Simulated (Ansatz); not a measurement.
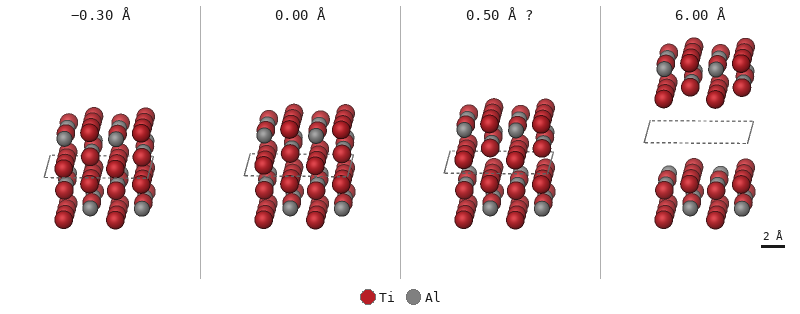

Energy scan for a crystal of Ti₃Al (P6_3/mmc), in which the crystal is pulled apart rigidly along the normal of the (1 0 0) plane of the conventional cell, at a cut between a plane of Ti below and one of Ti above, 1.67 Å apart. One cut stands in each cell, which starts 9.9 Å high; nothing is relaxed, and the dashed outline marks the cut. The picture is a spheres-only view of the layers on both sides of the cut, seen from the side, nearly along the cut plane.

All numbers below come from Ansatz 0.2.0, DFT PBEsol, scalar-relativistic, plane waves, PAW. (plane-wave cutoff 420 eV; k-point mesh 7 × 9 × 4; occupations gaussian; smearing width 0.15 eV; no spin polarisation). Energies (free energies at the smearing named) are counted from the relaxed crystal.

```json
{"opening (Å)": "−0.30", "ΔE per area (J/m²)": "0.489"}
{"opening (Å)": "−0.15", "ΔE per area (J/m²)": "0.110"}
{"opening (Å)": "0.00", "ΔE per area (J/m²)": "0.000"}
{"opening (Å)": "0.25", "ΔE per area (J/m²)": "0.230"}
{"opening (Å)": "0.50", "ΔE per area (J/m²)": "?"}
{"opening (Å)": "0.75", "ΔE per area (J/m²)": "1.348"}
{"opening (Å)": "1.00", "ΔE per area (J/m²)": "1.931"}
{"opening (Å)": "1.50", "ΔE per area (J/m²)": "2.892"}
{"opening (Å)": "2.00", "ΔE per area (J/m²)": "3.549"}
{"opening (Å)": "3.00", "ΔE per area (J/m²)": "4.236"}
{"opening (Å)": "4.50", "ΔE per area (J/m²)": "4.542"}
{"opening (Å)": "6.00", "ΔE per area (J/m²)": "4.583"}
```

### Estimate the missing energy from the other rows, and compare with the calculation.

A straight line between the two neighbours gives 0.789 J/m². A cubic through the four nearest rows (0.00, 0.25, 0.75, 1.00) gives, with Lagrange weights, (−0.1667)(0.000) + (0.6667)(0.230) + (0.6667)(1.348) + (−0.1667)(1.931) = 0.730 J/m². The calculation gives 0.745 J/m², so the cubic is 0.015 J/m² too low and the straight line 0.044 J/m² too high, as the curve bends upwards here.

The whole profile:

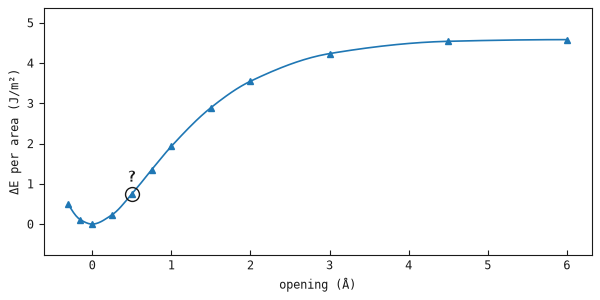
